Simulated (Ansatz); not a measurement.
# SnO: what the fields show

```
Sn O
1.0
     3.13179    0.00000    0.00000
     0.00000    3.13179    0.00000
     0.00000    0.00000    3.13179
Sn O
1 1
Direct
  0.50000 0.50000 0.50000
  0.00000 0.00000 0.00000
```

Space group Pm-3m; a structure generated by program, which may or may not match a known phase.

All numbers below come from Ansatz, DFT PBE, scalar-relativistic, plane waves, PAW.

Core electrons are frozen (PAW), and the valence fields are smoothed inside the atomic spheres.

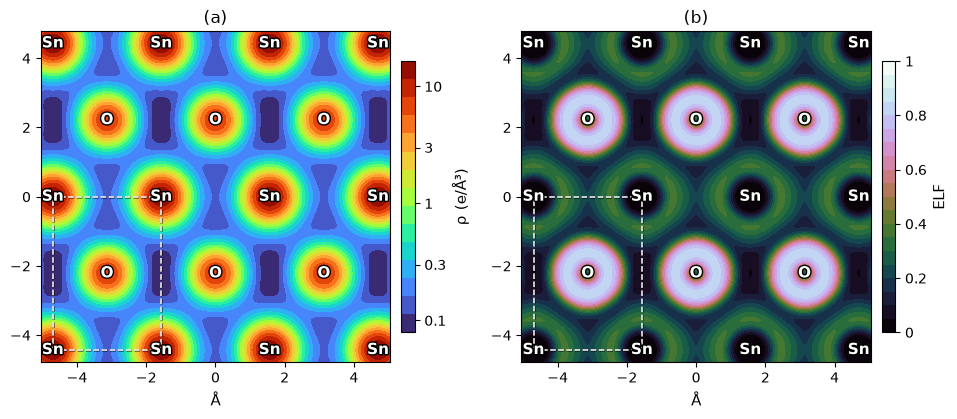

Figure 1. (a) valence pseudo-density; (b) ELF on the (011̄) plane of the conventional cell.

**Describe what can be read from this map.**

- The plane passes through Sn and O nuclei.
- Sn–O (2.71 Å): ρ is about 0.2 e/Å³ halfway; the ELF is about 0.15 at the midpoint (no shared electron pair shows on this line).
- Between the atoms the lowest density in this plane is 0.08 e/Å³.

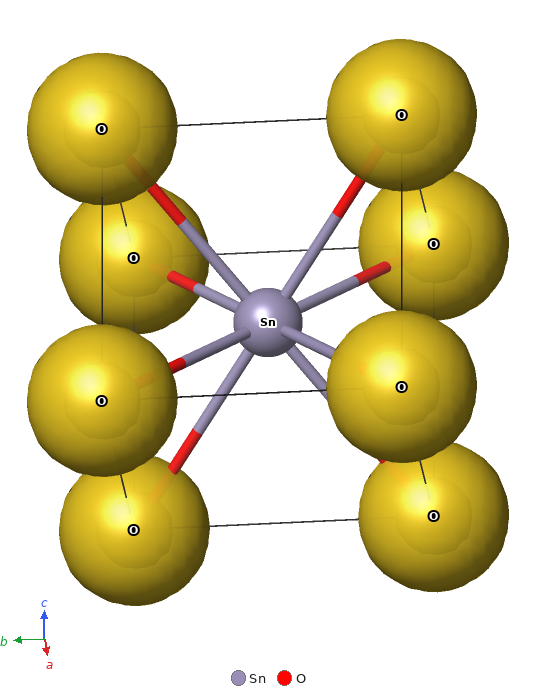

Figure 2. Isosurface of the electron localisation function at 0.75 (yellow), seen at an oblique angle. Core shells and regions of very low density are left out. Sticks mark near contacts.

**Where are the electrons localised?**

The ELF exceeds this value in one region wrapped around O (its valence shell), counted in one cell of 2 atoms. Regions shared between cells count once.

**Does the calculation give a band gap?**

It is metallic or semimetallic at this level of theory: no gap opens.
